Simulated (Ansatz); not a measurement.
GaAs: geometry relaxation (part 1 of 2)

GaAs (slab, 4 atoms in the cell), computed with DFT PBE, scalar-relativistic, plane waves, PAW, PAW set soft_1, no spin polarisation (Ansatz 0.2.0).

The structure derives from an entry of the Crystallography Open Database. The input holds or restrains some coordinates. Forces given for the steps count only the free coordinates. Figures and captions count atoms from 1; the log counts them from 0 in places.

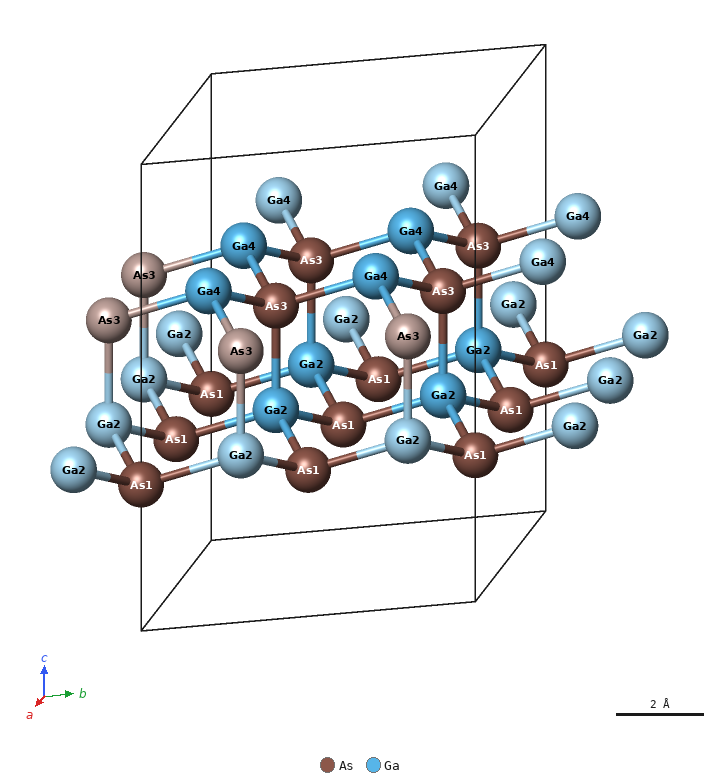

Fig. 1: The starting structure (ball-and-stick view of the 2 × 2 repeat of the cell, with the vacuum cut short, seen slightly off an axis; neighbours outside the cell are drawn fainter; atoms are numbered from 1 in the order of the input). An atom can appear more than once, as a periodic image. Near neighbours in the periodic cell (some may lie outside the picture): As has 3 Ga at 2.49 Å; Ga has 4 As at 2.49 Å; As has 4 Ga at 2.49 Å; Ga has 3 As at 2.49 Å.

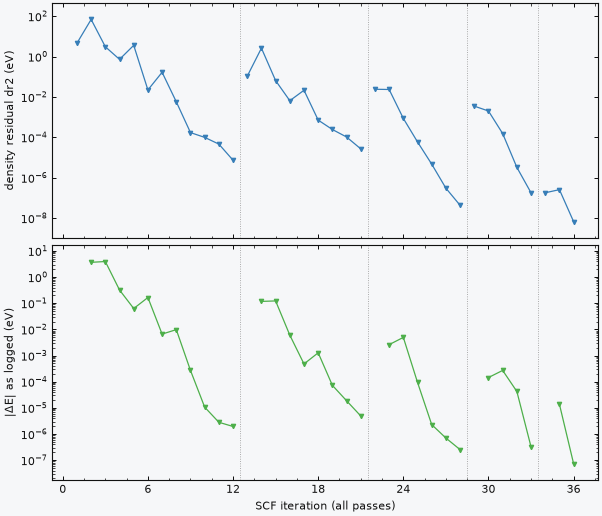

Fig. 2: Convergence of the self-consistent field: density residual dr2 and size of the energy change against the SCF iteration. The dotted lines part the SCF passes of the relaxation: geometry steps, rejected trials and re-solves on a re-selected basis. The 5 passes take 3 to 12 iterations each, 36 in all.

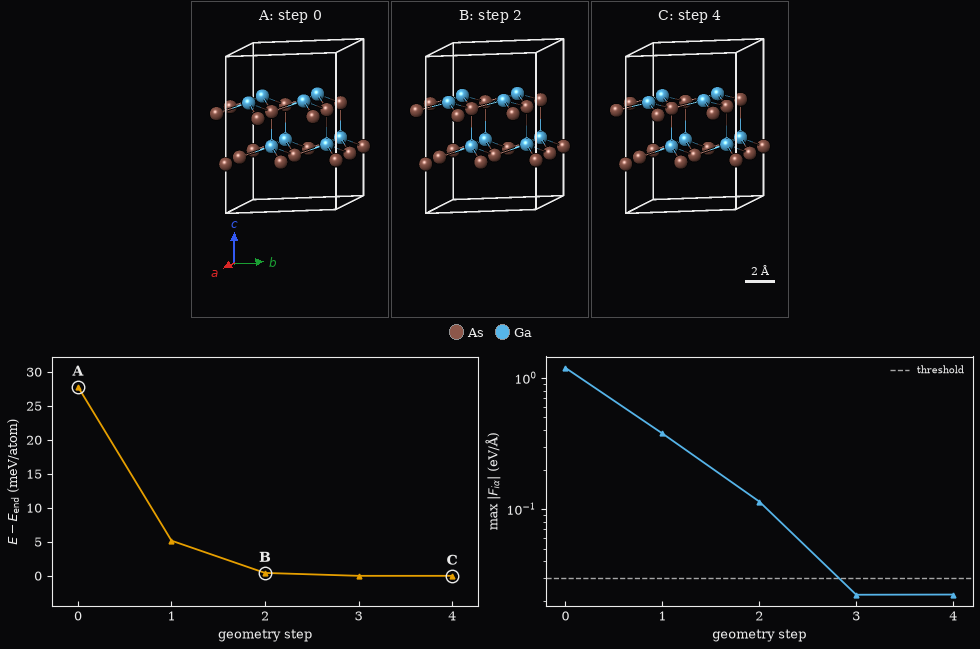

Fig. 3: Frames of the restrained relaxation (ball-and-stick view of the 2 × 2 repeat of the cell, with the vacuum cut short, with bonded neighbours outside it, seen slightly off an axis) above the curves, on which the letters mark them (the first geometry is step 0 here and step 1 in the log).

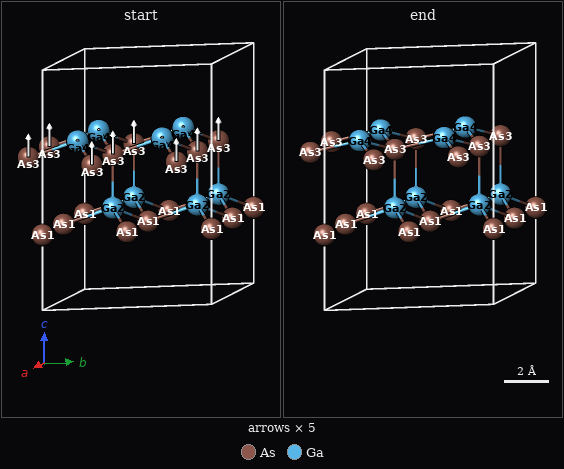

Fig. 4: Before (left) and after (right) the restrained relaxation, at one scale (ball-and-stick view of the 2 × 2 repeat of the cell, with the vacuum cut short, with bonded neighbours outside it, seen slightly off an axis). The white arrows give the displacements, magnified 5 times. The atom that moves furthest is As3 (0.24 Å). Largest moves by element: As 0.24 Å, Ga 0.02 Å. The cell doesn't change. Distances before and after: Ga2–As3 2.488 → 2.728 Å, As3–Ga4 2.488 → 2.425 Å. Among the angles that change: Ga2–As3–Ga4 109.5° → 104.7°, Ga4–As3–Ga4 109.5° → 113.8°, As3–Ga4–As3 109.5° → 113.8°. After 4 geometry steps the energy has fallen by 27.8 meV per atom. Largest force component: 1.2 eV/Å at the start, 0.022 eV/Å at the end. (Atoms are counted from 1 in the order of the input.)

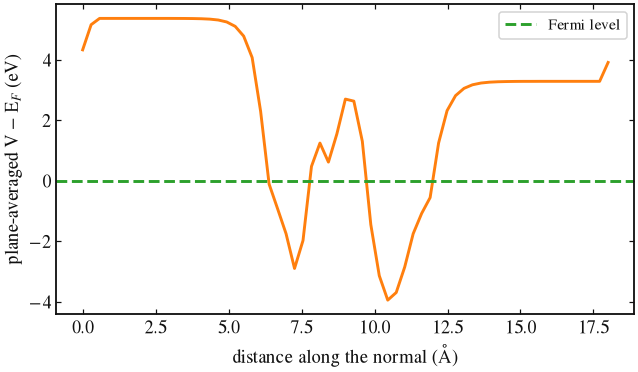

Fig. 5: Plane average of the electrostatic potential energy of an electron across the cell, from the Fermi level. The vacuum level lies 3.28 eV above the Fermi level on the upper side and 5.36 eV on the lower.

The input that produced these results follows, with the program's output.

### Input file
```yaml
crystal:
  lattice:
    - [4.062960926, 0.0, 0.0]
    - [-2.031480463, 3.5186273765, 0.0]
    - [0.0, 0.0, 18.1467421306]
  atoms:
    - { symbol: As, position: [0.0, 0.0, 0.385744171] }
    - { symbol: Ga, position: [0.3333333333, 0.6666666667, 0.4314465026] }
    - { symbol: As, position: [0.3333333333, 0.6666666667, 0.5685534974] }
    - { symbol: Ga, position: [0.6666666667, 0.3333333333, 0.614255829] }
basis:
  ecutwfc: 420
kpoints:
  mp_grid: { grid: [9, 9, 1] }
hamiltonian:
  xc: pbe
  pseudopotentials: { kind: paw, azcp: { folder: soft_1 } }
scf:
  occupations: { method: gaussian, width: 0.05 }
output:
  forces: true
  eigenvalues: true
relax:
  adjacent_minimum: "off"
  f_tol: 0.03
  max_steps: 50
  constraints: [{ sites: [0, 1] }]
efield:
  axis: 3
  dipole_correction: true
  ramp_width: 0.04
```

Launched with:
```bash
ansatz run input.yaml --threads 2 --pin off --max-ram 6144MiB --backend cpu --events-out ev --progress --plain --runs-dir out
```

### What the program printed
```
Engine: ansatz 0.2.0, aarch64-unknown-linux-gnu
Pseudopotentials: kind: paw
Pseudopotential: As, paw, valence charge 15, recommended cutoff 420 eV (normal), [file]
Pseudopotential: Ga, paw, valence charge 13, recommended cutoff 420 eV (normal), [file]
Functional definition: PBE
  parameter kappa = 0.804
  parameter beta = 0.06672455060314922
  exchange = pbe_x(kappa = kappa, mu = beta*pi^2/3)
  correlation = pbe_c(beta = beta)
Crystal: 4 atoms, lattice volume = 259.427 Å³
Basis set: ecut = 420 eV, 5053 PW (Γ), exchange–correlation on 60×60×250 points (8 copies of the dense FFT grid, shifted against one another)
Bands: 34, of which v1, the nominal top of the filled ones, is band 28 counted from 1 (27 counted from 0)
Symmetry: 6 space group operations
Space group: P3m1 (ITA 156), of the structure as read, at distance tolerance 6.4e-5 Å
k-points: 12 of 81 (time reversal used)
Non-local potential: As, projectors of the file, l = 0: 2, l = 1: 2, l = 2: 3, l = 3: 1
Non-local potential: Ga, projectors of the file, l = 0: 2, l = 1: 2, l = 2: 3, l = 3: 1
PAW form: soft (Blöchl's): semilocal exchange-correlation on the pseudo side does not see the compensation charge
PAW one-centre angular grid: As, 590 points (default); XC on 64 Gauss nodes
PAW one-centre angular grid: Ga, 590 points (default); XC on 64 Gauss nodes
Initial density: superposition of atomic densities (neutral atoms: chi_scale 0, normalization atom)
Initial wavefunctions: pseudopotential atomic-orbital guess
Functional: x = pbe(κ = 0.804, μ = 0.2195149727645171), c = pbe(β = 0.06672455060314922)
SCF iter   1: F=—  HF=-17278.916797 eV  |F-HF|=—  |Δ(HF+E_count)|=         —  Δρ=2.31e-2  dr2=4.63e0  ethr=3.10e-3  p=-0.000 e·Å  D=-5.44e-7 V/Å  ΔV_dip=0.00 eV  dr2_dipole=1.55e0  V_vac-E_F(+/−)=5.78/5.78 eV  ⟨swp⟩=7.0  Hψ=1763  notcnv=0
efield: sawtooth ramp at fractional position 0.9800 (placed from the atoms, in the widest stretch of the axis that holds none; the zero of the levels goes with the place), width 0.0400; the density the first Hamiltonian is built on has a dipole p = -0.000 e·Å; the dipole correction subtracts the counter field D = -5.44e-7 V/Å, which shifts the + side's vacuum level by +0.00 eV against the − side's; the planar-averaged density in the ramp window peaks in size at 7.6e-6 e/Å³
preconditioner: auto → Resta (q_TF=auto, 2.113 Å⁻¹)  ε∞=2.0  [insulator: Δε(μ)=1.114 eV  Ē_g=13.609 eV  σ=0.050 eV  W_gap=1.00  n_scr=54 (ndim 8)  ℏωp=13.8 eV  f_vac=0.578  D(μ)=0.00/eV (n_scr^D=0)  ε∞_Penn≈2.0  vacuum switching on, ρ_ref=1.3e-2 e/Å³]
SCF iter   2: F=—  HF=-17282.597276 eV  |F-HF|=—  |Δ(HF+E_count)|=    3.68e0  Δρ=3.65e-2  dr2=6.93e1  ethr=3.10e-3  p=0.560 e·Å  D=3.90e-1 V/Å  ΔV_dip=-7.09 eV  dr2_dipole=3.52e1  V_vac-E_F(+/−)=0.77/7.85 eV  ⟨swp⟩=4.7  Hψ=860  notcnv=0  defer=19  recentre
preconditioner: auto → LDOS  [metal: Δε(μ)=0.024 eV  Ē_g=13.483 eV  σ=0.050 eV  W_gap=0.26  n_scr=54 (ndim 8)  ℏωp=13.8 eV  f_vac=0.585  D(μ)=3.23/eV (n_scr^D=8)  β→1.0]
SCF iter   3: F=—  HF=-17278.647938 eV  |F-HF|=—  |Δ(HF+E_count)|=    3.95e0  Δρ=1.84e-2  dr2=3.07e0  ethr=3.10e-3  p=0.021 e·Å  D=1.49e-2 V/Å  ΔV_dip=-0.27 eV  dr2_dipole=1.09e0  V_vac-E_F(+/−)=5.37/5.64 eV  ⟨swp⟩=4.8  Hψ=850  notcnv=0  defer=18
SCF iter   4: F=—  HF=-17278.325677 eV  |F-HF|=—  |Δ(HF+E_count)|=   3.22e-1  Δρ=1.17e-2  dr2=7.30e-1  ethr=3.10e-3  p=0.113 e·Å  D=7.87e-2 V/Å  ΔV_dip=-1.43 eV  dr2_dipole=1.53e-1  V_vac-E_F(+/−)=4.38/5.81 eV  ⟨swp⟩=2.3  Hψ=543  notcnv=0  defer=18
SCF iter   5: F=—  HF=-17278.388756 eV  |F-HF|=—  |Δ(HF+E_count)|=   6.31e-2  Δρ=9.14e-3  dr2=3.61e0  ethr=1.30e-3  p=0.222 e·Å  D=1.55e-1 V/Å  ΔV_dip=-2.80 eV  dr2_dipole=1.67e0  V_vac-E_F(+/−)=2.80/5.60 eV  ⟨swp⟩=4.0  Hψ=658  notcnv=0  defer=20  recentre
SCF iter   6: F=—  HF=-17278.222307 eV  |F-HF|=—  |Δ(HF+E_count)|=   1.66e-1  Δρ=2.06e-3  dr2=2.23e-2  ethr=1.30e-3  p=0.156 e·Å  D=1.09e-1 V/Å  ΔV_dip=-1.97 eV  dr2_dipole=3.10e-3  V_vac-E_F(+/−)=3.36/5.32 eV  ⟨swp⟩=2.7  Hψ=534  notcnv=0  defer=20
SCF iter   7: F=—  HF=-17278.228945 eV  |F-HF|=—  |Δ(HF+E_count)|=   6.64e-3  Δρ=1.97e-3  dr2=1.67e-1  ethr=3.98e-5  p=0.171 e·Å  D=1.19e-1 V/Å  ΔV_dip=-2.17 eV  dr2_dipole=7.69e-2  V_vac-E_F(+/−)=3.17/5.33 eV  ⟨swp⟩=2.2  Hψ=553  notcnv=0  defer=19
SCF iter   8: F=—  HF=-17278.219118 eV  |F-HF|=—  |Δ(HF+E_count)|=   9.83e-3  Δρ=4.54e-4  dr2=5.77e-3  ethr=3.98e-5  p=0.156 e·Å  D=1.09e-1 V/Å  ΔV_dip=-1.97 eV  dr2_dipole=2.59e-3  V_vac-E_F(+/−)=3.32/5.29 eV  ⟨swp⟩=2.0  Hψ=466  notcnv=0  defer=19
SCF iter   9: F=—  HF=-17278.218847 eV  |F-HF|=—  |Δ(HF+E_count)|=   2.71e-4  Δρ=1.20e-4  dr2=1.72e-4  ethr=1.03e-5  p=0.151 e·Å  D=1.06e-1 V/Å  ΔV_dip=-1.92 eV  dr2_dipole=5.61e-5  V_vac-E_F(+/−)=3.37/5.28 eV  ⟨swp⟩=1.7  Hψ=405  notcnv=0  defer=19
SCF iter  10: F=—  HF=-17278.218858 eV  |F-HF|=—  |Δ(HF+E_count)|=   1.07e-5  Δρ=6.68e-5  dr2=9.97e-5  ethr=3.07e-7  p=0.152 e·Å  D=1.06e-1 V/Å  ΔV_dip=-1.92 eV  dr2_dipole=4.85e-5  V_vac-E_F(+/−)=3.36/5.29 eV  ⟨swp⟩=2.0  Hψ=534  notcnv=0  defer=19
SCF iter  11: F=—  HF=-17278.218855 eV  |F-HF|=—  |Δ(HF+E_count)|=   2.82e-6  Δρ=3.95e-5  dr2=4.63e-5  ethr=1.78e-7  p=0.152 e·Å  D=1.06e-1 V/Å  ΔV_dip=-1.92 eV  dr2_dipole=2.22e-5  V_vac-E_F(+/−)=3.37/5.28 eV  ⟨swp⟩=1.0  Hψ=391  notcnv=0  defer=19
SCF iter  12: F=-17278.218843 eV  HF=-17278.218853 eV  |F-HF|=1.04e-5  |Δ(HF+E_count)|=   1.95e-6  Δρ=1.52e-5  dr2=7.37e-6  ethr=4.02e-8  p=0.151 e·Å  D=1.06e-1 V/Å  ΔV_dip=-1.92 eV  dr2_dipole=3.56e-6  V_vac-E_F(+/−)=3.37/5.28 eV  ⟨swp⟩=12.7  Hψ=1747  notcnv=0
SCF 1 converged in 12 iterations: F = -17278.218843 eV  dr2 = 7.37e-6
  greatest PAW one-centre occupation: 0.999 electrons in one spin orbital (limit 2), on the As atom at site 0 (counted from 0), in its partial waves of l = 2
relax step   1: F+E_penalty+E_count = -17278.21884306 eV  Δ(F+E_penalty+E_count) = +0.000e0 eV  max|allowed force component| = 1.196e0 eV/Å  Δτ_max = 0.0000 Å  (12 SCF iters, dr2 threshold 2.25e-5 eV, accepted)
Initial density: handed on by an earlier stage of this run
Initial wavefunctions: those handed on with the density
iter 1 solved again at ethr=2.21e-4 eV; its pass at ethr=3.10e-3 eV (dr2=1.24e-1 eV) is discarded
```
